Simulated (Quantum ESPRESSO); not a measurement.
**Band-structure run, with input and output: ZnSe**

System: ZnSe (F-43m, 2 atoms in the cell).
Method: Kohn-Sham DFT of a periodic cell, r2SCAN, SG15 PBE 1.2, no spin polarisation (Quantum ESPRESSO 7.5).

The structure derives from an entry of the Crystallography Open Database.

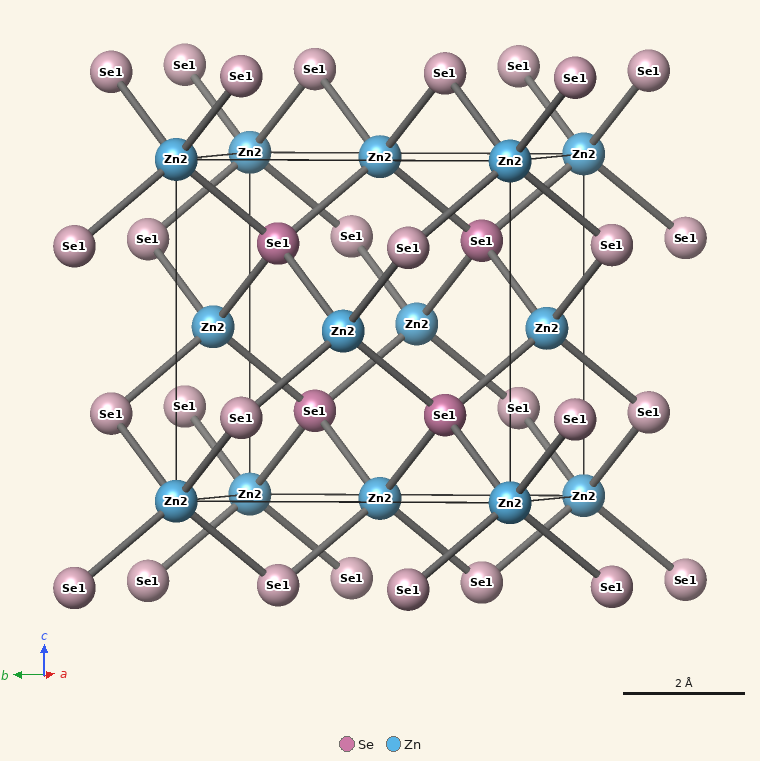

The structure (ball-and-stick view of the cell 4 times as large as that of the calculation, set on its symmetry axes, seen at an oblique angle; neighbours outside the cell are drawn fainter; atoms are numbered from 1 in the order of the input).

### Summary

| quantity | value |
| --- | --- |
| outcome | converged |
| space group (tolerance 0.01 Å) | F-43m (216) |
| electrons treated | 26 |
| free energy | −5706.8247 eV |
| Fermi energy of the self-consistent step | 7.670 eV |
| gap on the k-point mesh | 1.79 eV |
| gap on the band path | 1.79 eV |
| pressure | 0.66 GPa |
| largest force (length of the vector) | under 0.001 eV/Å |
| hardware | 2 threads of Arm Neoverse V1, 24 GiB of memory available, shared host |
| wall time | 8.4 min (CPU time 17 min) |
| peak memory | 0.28 GiB |

Further notes kept with the run: potentials made for another functional. Notes on the run: SCF correction compared to forces is large. Points of doubt noted for this run: potentials made for another functional.

### Input file
```
&CONTROL
  calculation = 'scf'
  prefix = 'pwscf'
  outdir = './tmp'
  pseudo_dir = './pseudo'
  tprnfor = .true.
  tstress = .true.
  disk_io = 'low'
/
&SYSTEM
  ibrav = 0
  nat = 2
  ntyp = 2
  ecutwfc = 70
  nbnd = 20
  input_dft = 'r2scan'
  occupations = 'smearing'
  smearing = 'fd'
  degauss = 0.00367493
  nosym = .true.
/
&ELECTRONS
  conv_thr = 1d-08
  electron_maxstep = 120
  mixing_beta = 0.5
/
ATOMIC_SPECIES
Se    78.9710 Se_ONCV_PBE-1.2.upf
Zn    65.3800 Zn_ONCV_PBE-1.2.upf
CELL_PARAMETERS angstrom
   0.0000000000    2.8338000000    2.8338000000
   2.8338000000    0.0000000000    2.8338000000
   2.8338000000    2.8338000000    0.0000000000
ATOMIC_POSITIONS angstrom
Se     4.2507000000    4.2507000000    4.2507000000
Zn     0.0000000000    0.0000000000    0.0000000000
K_POINTS automatic
6 6 6 0 0 0
```

### File pp_density.in
```
&INPUTPP
  prefix = 'pwscf'
  outdir = './tmp'
  filplot = 'density.dat'
  plot_num = 0
/
&PLOT
  nfile = 1
  filepp(1) = 'density.dat'
  iflag = 3
  output_format = 6
  fileout = 'density.cube'
/
```

### File pp_potential.in
```
&INPUTPP
  prefix = 'pwscf'
  outdir = './tmp'
  filplot = 'potential.dat'
  plot_num = 11
/
&PLOT
  nfile = 1
  filepp(1) = 'potential.dat'
  iflag = 3
  output_format = 6
  fileout = 'potential.cube'
/
```

### File pp_elf.in
```
&INPUTPP
  prefix = 'pwscf'
  outdir = './tmp'
  filplot = 'elf.dat'
  plot_num = 8
/
&PLOT
  nfile = 1
  filepp(1) = 'elf.dat'
  iflag = 3
  output_format = 6
  fileout = 'elf.cube'
/
```

### File bands.in
```
&CONTROL
  calculation = 'bands'
  prefix = 'pwscf'
  outdir = './tmp'
  pseudo_dir = './pseudo'
  disk_io = 'low'
  verbosity = 'high'
/
&SYSTEM
  ibrav = 0
  nat = 2
  ntyp = 2
  ecutwfc = 70
  nbnd = 20
  input_dft = 'r2scan'
  occupations = 'smearing'
  smearing = 'fd'
  degauss = 0.00367493
  nosym = .true.
/
&ELECTRONS
  conv_thr = 1d-08
  electron_maxstep = 120
  mixing_beta = 0.5
  diago_full_acc = .true.
  startingwfc = 'random'
/
ATOMIC_SPECIES
Se    78.9710 Se_ONCV_PBE-1.2.upf
Zn    65.3800 Zn_ONCV_PBE-1.2.upf
CELL_PARAMETERS angstrom
   0.0000000000    2.8338000000    2.8338000000
   2.8338000000    0.0000000000    2.8338000000
   2.8338000000    2.8338000000    0.0000000000
ATOMIC_POSITIONS angstrom
Se     4.2507000000    4.2507000000    4.2507000000
Zn     0.0000000000    0.0000000000    0.0000000000
K_POINTS crystal
60
 0.0000000000  0.0000000000  0.0000000000 1
 0.0625000000  0.0000000000  0.0625000000 1
 0.1250000000  0.0000000000  0.1250000000 1
 0.1875000000  0.0000000000  0.1875000000 1
 0.2500000000  0.0000000000  0.2500000000 1
 0.3125000000  0.0000000000  0.3125000000 1
 0.3750000000  0.0000000000  0.3750000000 1
 0.4375000000  0.0000000000  0.4375000000 1
 0.5000000000  0.0000000000  0.5000000000 1
 0.5000000000  0.0625000000  0.5625000000 1
 0.5000000000  0.1250000000  0.6250000000 1
 0.5000000000  0.1875000000  0.6875000000 1
 0.5000000000  0.2500000000  0.7500000000 1
 0.4375000000  0.3125000000  0.7500000000 1
 0.3750000000  0.3750000000  0.7500000000 1
 0.3375000000  0.3375000000  0.6750000000 1
 0.3000000000  0.3000000000  0.6000000000 1
 0.2625000000  0.2625000000  0.5250000000 1
 0.2250000000  0.2250000000  0.4500000000 1
 0.1875000000  0.1875000000  0.3750000000 1
 0.1500000000  0.1500000000  0.3000000000 1
 0.1125000000  0.1125000000  0.2250000000 1
 0.0750000000  0.0750000000  0.1500000000 1
 0.0375000000  0.0375000000  0.0750000000 1
 0.0000000000  0.0000000000  0.0000000000 1
 0.0625000000  0.0625000000  0.0625000000 1
 0.1250000000  0.1250000000  0.1250000000 1
 0.1875000000  0.1875000000  0.1875000000 1
 0.2500000000  0.2500000000  0.2500000000 1
 0.3125000000  0.3125000000  0.3125000000 1
 0.3750000000  0.3750000000  0.3750000000 1
 0.4375000000  0.4375000000  0.4375000000 1
 0.5000000000  0.5000000000  0.5000000000 1
 0.5250000000  0.4500000000  0.5250000000 1
 0.5500000000  0.4000000000  0.5500000000 1
 0.5750000000  0.3500000000  0.5750000000 1
 0.6000000000  0.3000000000  0.6000000000 1
 0.6250000000  0.2500000000  0.6250000000 1
 0.5833333333  0.2500000000  0.6666666667 1
 0.5416666667  0.2500000000  0.7083333333 1
 0.5000000000  0.2500000000  0.7500000000 1
 0.5000000000  0.2857142857  0.7142857143 1
 0.5000000000  0.3214285714  0.6785714286 1
 0.5000000000  0.3571428571  0.6428571429 1
 0.5000000000  0.3928571429  0.6071428571 1
 0.5000000000  0.4285714286  0.5714285714 1
 0.5000000000  0.4642857143  0.5357142857 1
 0.5000000000  0.5000000000  0.5000000000 1
 0.4821428571  0.4821428571  0.5357142857 1
 0.4642857143  0.4642857143  0.5714285714 1
 0.4464285714  0.4464285714  0.6071428571 1
 0.4285714286  0.4285714286  0.6428571429 1
 0.4107142857  0.4107142857  0.6785714286 1
 0.3928571429  0.3928571429  0.7142857143 1
 0.3750000000  0.3750000000  0.7500000000 1
 0.6250000000  0.2500000000  0.6250000000 1
 0.5937500000  0.1875000000  0.5937500000 1
 0.5625000000  0.1250000000  0.5625000000 1
 0.5312500000  0.0625000000  0.5312500000 1
 0.5000000000  0.0000000000  0.5000000000 1
```

Launched with:
```bash
OMP_NUM_THREADS=1 mpirun -n 2 pw.x -nk 2 -in pw.in > pw.out
OMP_NUM_THREADS=1 mpirun -n 1 pp.x -in pp_density.in > pp_density.out
OMP_NUM_THREADS=1 mpirun -n 1 pp.x -in pp_potential.in > pp_potential.out
OMP_NUM_THREADS=1 mpirun -n 1 pp.x -in pp_elf.in > pp_elf.out
OMP_NUM_THREADS=1 mpirun -n 2 pw.x -nk 2 -in bands.in > bands.out
```

### Output
```
This program is part of the open-source Quantum ESPRESSO suite
     for quantum simulation of materials; please cite
         "P. Giannozzi et al., J. Phys.:Condens. Matter 21 395502 (2009);
         "P. Giannozzi et al., J. Phys.:Condens. Matter 29 465901 (2017);
         "P. Giannozzi et al., J. Chem. Phys. 152 154105 (2020);
          URL
     in publications or presentations arising from this work. More details at

     IMPORTANT: XC functional enforced from input :
     Exchange-correlation= R2SCAN
                           (   0   0   0   0   0 497 498)
     Any further DFT definition will be discarded
     Please, verify this is what you really want

     K-points division:     npool     =       2
     Subspace diagonalization in iterative solution of the eigenvalue problem:
     a serial algorithm will be used

     G-vector sticks info
     --------------------
     sticks:   dense  smooth     PW     G-vecs:    dense   smooth      PW
     Sum        1111    1111    337                24309    24309    4015

     Using Slab Decomposition

     bravais-lattice index     =            0
     lattice parameter (alat)  =       7.5733  a.u.
     unit-cell volume          =     307.1384 (a.u.)^3
     number of atoms/cell      =            2
     number of atomic types    =            2
     number of electrons       =        26.00
     number of Kohn-Sham states=           20
     kinetic-energy cutoff     =      70.0000  Ry
     charge density cutoff     =     280.0000  Ry
     scf convergence threshold =      1.0E-08
     mixing beta               =       0.5000
     number of iterations used =            8  plain     mixing
     Exchange-correlation= R2SCAN
                           (   0   0   0   0   0 497 498)

     celldm(1)=   7.573263  celldm(2)=   0.000000  celldm(3)=   0.000000
     celldm(4)=   0.000000  celldm(5)=   0.000000  celldm(6)=   0.000000

     crystal axes: (cart. coord. in units of alat)
               a(1) = (   0.000000   0.707107   0.707107 )
               a(2) = (   0.707107   0.000000   0.707107 )
               a(3) = (   0.707107   0.707107   0.000000 )

     reciprocal axes: (cart. coord. in units 2 pi/alat)
               b(1) = ( -0.707107  0.707107  0.707107 )
               b(2) = (  0.707107 -0.707107  0.707107 )
               b(3) = (  0.707107  0.707107 -0.707107 )

     PseudoPot. # 1 for Se read from file:
     Se_ONCV_PBE-1.2.upf
     Pseudo is Norm-conserving, Zval =  6.0
     Generated using ONCVPSP code by D. R. Hamann
     Using radial grid of  602 points,  6 beta functions with:
                l(1) =   0
                l(2) =   0
                l(3) =   1
                l(4) =   1
                l(5) =   2
                l(6) =   2

     PseudoPot. # 2 for Zn read from file:
     Zn_ONCV_PBE-1.2.upf
     Pseudo is Norm-conserving, Zval = 20.0
     Generated using ONCVPSP code by D. R. Hamann
     Using radial grid of  602 points,  6 beta functions with:
                l(1) =   0
                l(2) =   0
                l(3) =   1
                l(4) =   1
                l(5) =   2
                l(6) =   2

     atomic species   valence    mass     pseudopotential
     Se                6.00    78.97100     Se( 1.00)
     Zn               20.00    65.38000     Zn( 1.00)

     No symmetry found

   Cartesian axes

     site n.     atom                  positions (alat units)
         1        Se     tau(   1) = (   1.0606602   1.0606602   1.0606602  )
         2        Zn     tau(   2) = (   0.0000000   0.0000000   0.0000000  )

     number of k points=   112  Fermi-Dirac smearing, width (Ry)=  0.0037

     Number of k-points >= 100: set verbosity='high' to print them.

     Dense  grid:    24309 G-vectors     FFT dimensions: (  45,  45,  45)

     WARNING: libxc functional with ID  497 depends
      on external parameters: check the user_guide of
      QE if you need to modify them or to check their
      default values.

     WARNING: libxc functional with ID  498 depends
      on external parameters: check the user_guide of
      QE if you need to modify them or to check their
      default values.

     Initial potential from superposition of free atoms

     starting charge      25.9594, renormalised to      26.0000
     Starting wfcs are random

     Self-consistent Calculation

     iteration #  1     ecut=    70.00 Ry     beta= 0.50
     Davidson diagonalization with overlap
     ethr =  1.00E-02,  avg # of iterations = 11.3

     total energy              =    -419.39787326 Ry
     estimated scf accuracy    <     191.93055646 Ry

     iteration #  2     ecut=    70.00 Ry     beta= 0.50
     Davidson diagonalization with overlap
     ethr =  1.00E-02,  avg # of iterations =  1.0

     total energy              =    -419.43232503 Ry
     estimated scf accuracy    <      43.61465751 Ry

     iteration #  3     ecut=    70.00 Ry     beta= 0.50
     Davidson diagonalization with overlap
     ethr =  1.00E-02,  avg # of iterations =  1.0

     total energy              =    -419.44173181 Ry
     estimated scf accuracy    <       0.51428749 Ry

     iteration #  4     ecut=    70.00 Ry     beta= 0.50
     Davidson diagonalization with overlap
     ethr =  1.98E-03,  avg # of iterations =  1.0

     total energy              =    -419.44375353 Ry
     estimated scf accuracy    <       0.00120749 Ry

     iteration #  5     ecut=    70.00 Ry     beta= 0.50
     Davidson diagonalization with overlap
     ethr =  4.64E-06,  avg # of iterations =  5.4

     total energy              =    -419.44388108 Ry
     estimated scf accuracy    <       0.00336220 Ry

     iteration #  6     ecut=    70.00 Ry     beta= 0.50
     Davidson diagonalization with overlap
     ethr =  4.64E-06,  avg # of iterations =  1.0

     total energy              =    -419.44387325 Ry
     estimated scf accuracy    <       0.00065640 Ry

     iteration #  7     ecut=    70.00 Ry     beta= 0.50
     Davidson diagonalization with overlap
     ethr =  2.52E-06,  avg # of iterations =  1.0

     total energy              =    -419.44387679 Ry
     estimated scf accuracy    <       0.00001634 Ry

     iteration #  8     ecut=    70.00 Ry     beta= 0.50
     Davidson diagonalization with overlap
     ethr =  6.28E-08,  avg # of iterations =  1.0

     total energy              =    -419.44387692 Ry
     estimated scf accuracy    <       0.00000486 Ry

     iteration #  9     ecut=    70.00 Ry     beta= 0.50
     Davidson diagonalization with overlap
     ethr =  1.87E-08,  avg # of iterations =  1.0

     total energy              =    -419.44387697 Ry
     estimated scf accuracy    <       0.00000072 Ry

     iteration # 10     ecut=    70.00 Ry     beta= 0.50
     Davidson diagonalization with overlap
     ethr =  2.78E-09,  avg # of iterations =  1.0

     total energy              =    -419.44387696 Ry
     estimated scf accuracy    <       0.00000486 Ry

     iteration # 11     ecut=    70.00 Ry     beta= 0.50
     Davidson diagonalization with overlap
     ethr =  2.78E-09,  avg # of iterations =  1.0

     total energy              =    -419.44387696 Ry
     estimated scf accuracy    <       0.00000074 Ry

     iteration # 12     ecut=    70.00 Ry     beta= 0.50
     Davidson diagonalization with overlap
     ethr =  2.78E-09,  avg # of iterations =  1.0

     total energy              =    -419.44387697 Ry
     estimated scf accuracy    <       0.00000018 Ry

     iteration # 13     ecut=    70.00 Ry     beta= 0.50
     Davidson diagonalization with overlap
     ethr =  6.83E-10,  avg # of iterations =  1.0

     total energy              =    -419.44387697 Ry
     estimated scf accuracy    <       0.00000006 Ry

     iteration # 14     ecut=    70.00 Ry     beta= 0.50
     Davidson diagonalization with overlap
     ethr =  2.24E-10,  avg # of iterations =  1.0

     total energy              =    -419.44387697 Ry
     estimated scf accuracy    <       0.00000004 Ry

     iteration # 15     ecut=    70.00 Ry     beta= 0.50
     Davidson diagonalization with overlap
     ethr =  1.65E-10,  avg # of iterations =  1.0

     total energy              =    -419.44387697 Ry
     estimated scf accuracy    <       0.00000003 Ry

     iteration # 16     ecut=    70.00 Ry     beta= 0.50
     Davidson diagonalization with overlap
     ethr =  1.13E-10,  avg # of iterations =  1.0

     End of self-consistent calculation

     Number of k-points >= 100: set verbosity='high' to print the bands.

     the Fermi energy is     7.6700 ev

!    total energy              =    -419.44387697 Ry
     estimated scf accuracy    <          1.1E-09 Ry
     smearing contrib. (-TS)   =      -0.00000000 Ry
     internal energy E=F+TS    =    -419.44387697 Ry

     The total energy is F=E-TS. E is the sum of the following terms:
     one-electron contribution =    -353.95629481 Ry
     hartree contribution      =     179.93781232 Ry
     xc contribution           =     -40.81090679 Ry
     ewald contribution        =    -204.61448768 Ry

     convergence has been achieved in  16 iterations

     Forces acting on atoms (cartesian axes, Ry/au):

     atom    1 type  1   force =     0.00000002   -0.00000000    0.00000000
     atom    2 type  2   force =    -0.00000002    0.00000000   -0.00000000

     Total force =     0.000000     Total SCF correction =     0.000000
     SCF correction compared to forces is large: reduce conv_thr to get better values

     Computing stress (Cartesian axis) and pressure

          total   stress  (Ry/bohr**3)                   (kbar)     P=        6.57
   0.00004463   0.00000000   0.00000000            6.57        0.00        0.00
   0.00000000   0.00004463  -0.00000000            0.00        6.57       -0.00
   0.00000000  -0.00000000   0.00004463            0.00       -0.00        6.57

=------------------------------------------------------------------------------=
   JOB DONE.
=------------------------------------------------------------------------------=
```

### File pp_potential.out
```
This program is part of the open-source Quantum ESPRESSO suite
     for quantum simulation of materials; please cite
         "P. Giannozzi et al., J. Phys.:Condens. Matter 21 395502 (2009);
         "P. Giannozzi et al., J. Phys.:Condens. Matter 29 465901 (2017);
         "P. Giannozzi et al., J. Chem. Phys. 152 154105 (2020);
          URL
     in publications or presentations arising from this work. More details at

     ./tmp/pwscf.save/

     WARNING: libxc functional with ID  497 depends
      on external parameters: check the user_guide of
      QE if you need to modify them or to check their
      default values.

     WARNING: libxc functional with ID  498 depends
      on external parameters: check the user_guide of
      QE if you need to modify them or to check their
      default values.

     IMPORTANT: XC functional enforced from input :
     Exchange-correlation= R2SCAN
                           (   0   0   0   0   0 497 498)
     Any further DFT definition will be discarded
     Please, verify this is what you really want

     G-vector sticks info
     --------------------
     sticks:   dense  smooth     PW     G-vecs:    dense   smooth      PW
     Sum        1111    1111    337                24309    24309    4015

     Using Slab Decomposition

     Reading meta-gga kinetic term

     Calling punch_plot, plot_num =  11
     Writing data to file  potential.dat
     Reading data from file  potential.dat

     Writing data to be plotted to file potential.cube
     Plot Type: 3D                     Output format: Gaussian cube

=------------------------------------------------------------------------------=
   JOB DONE.
=------------------------------------------------------------------------------=
```

### File pp_elf.out
```
This program is part of the open-source Quantum ESPRESSO suite
     for quantum simulation of materials; please cite
         "P. Giannozzi et al., J. Phys.:Condens. Matter 21 395502 (2009);
         "P. Giannozzi et al., J. Phys.:Condens. Matter 29 465901 (2017);
         "P. Giannozzi et al., J. Chem. Phys. 152 154105 (2020);
          URL
     in publications or presentations arising from this work. More details at

     ./tmp/pwscf.save/

     WARNING: libxc functional with ID  497 depends
      on external parameters: check the user_guide of
      QE if you need to modify them or to check their
      default values.

     WARNING: libxc functional with ID  498 depends
      on external parameters: check the user_guide of
      QE if you need to modify them or to check their
      default values.

     IMPORTANT: XC functional enforced from input :
     Exchange-correlation= R2SCAN
                           (   0   0   0   0   0 497 498)
     Any further DFT definition will be discarded
     Please, verify this is what you really want

     G-vector sticks info
     --------------------
     sticks:   dense  smooth     PW     G-vecs:    dense   smooth      PW
     Sum        1111    1111    337                24309    24309    4015

     Using Slab Decomposition

     Reading meta-gga kinetic term

     Calling punch_plot, plot_num =   8
     Message from routine do_elf_kin:
     elf/kin + US not fully implemented
     Writing data to file  elf.dat
     Reading data from file  elf.dat

     Writing data to be plotted to file elf.cube
     Plot Type: 3D                     Output format: Gaussian cube

=------------------------------------------------------------------------------=
   JOB DONE.
=------------------------------------------------------------------------------=
```

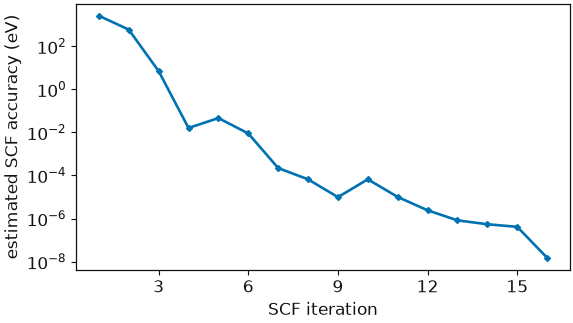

Convergence of the self-consistent field: estimated SCF accuracy against the iteration. The field takes 16 iterations in all.
